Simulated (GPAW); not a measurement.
# GaN (P6_3mc): how ε∞ follows the gap

The empty bands of GaN (P6_3mc) are shifted up rigidly by Δ, and ε∞ along x is computed for each shift. x, y and z are the Cartesian axes of the input cell.

The structure is hexagonal, space group P6_3mc (No. 186). The conventional cell has a = 3.180 Å, b = 3.180 Å, c = 5.166 Å, α = 90.00°, β = 90.00°, γ = 120.00°. Around Ga on site b lie 4 N at 1.94 to 1.95 Å. N on site b has 4 Ga at 1.94 to 1.95 Å as nearest neighbours.

Method: GPAW 26.7.0, PBE, RPA, k-mesh 12×12×7, local fields up to 70 eV, Lorentzian half width 0.12 eV.

Launch of the response step: `OMP_NUM_THREADS=1 python df.py`. The series took 4.2 min in all, its band step included, on 1 thread of Arm Neoverse V1, with other jobs on the host.

| Δ (eV) | ε∞ along x |
| --- | --- |
| 0.00 | 5.447 |
| 0.25 | 5.287 |
| 0.50 | ? |
| 0.75 | 5.006 |
| 1.00 | 4.882 |
| 1.50 | 4.659 |
| 2.00 | 4.464 |
| 3.00 | 4.138 |

With one effective transition at E₀ and fixed dipole strength, ε∞ − 1 = A/(E₀ + Δ), so 1/(ε∞ − 1) is linear in Δ.

Working, on the rows shown:

| x = Δ (eV) | y = 1/(ε∞ − 1) |
| --- | --- |
| 0 | 0.224871 |
| 0.25 | 0.233263 |
| 0.75 | 0.249626 |
| 1 | 0.257599 |
| 1.5 | 0.273299 |
| 2 | 0.288684 |
| 3 | 0.318674 |

Means: x̄ = 1.2143, ȳ = 0.26372. Σ(x − x̄)(y − ȳ) = 0.2049, Σ(x − x̄)² = 6.554. Slope = 0.2049 / 6.554 = 0.03126; intercept = ȳ − slope · x̄ = 0.22575. Turned back into ε∞ along x, the line misses the rows shown by at most 0.017.

Task: Predict the last column of the withheld row from the fit.

Result: At x = 0.5 the line gives y = 0.24139, that is 5.143. The run gave 5.140, so the interpolation is off by 0.0027, 0.2 % of the range in the table.

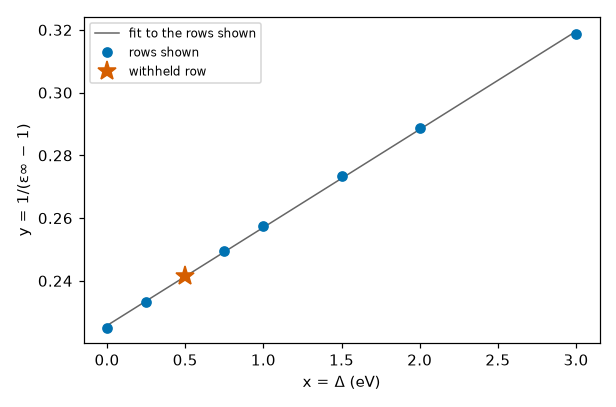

Refitted with all rows, the slope is 0.03125 and the intercept 0.22579. These give E₀ = intercept/slope = 7.2 eV, far above the least direct gap of 2.02 eV: most of the screening comes from transitions well over the edge. Over the first step ε∞ falls by 12 % per eV. The cell comes from an older database entry, whose edges can be off by a per cent or so. Excitons are left out; PBE gaps are as a rule too small. The values come from a sum over the points of one k-mesh and carry its error, which grows as the direct gap shrinks. Spin-orbit coupling is left out.
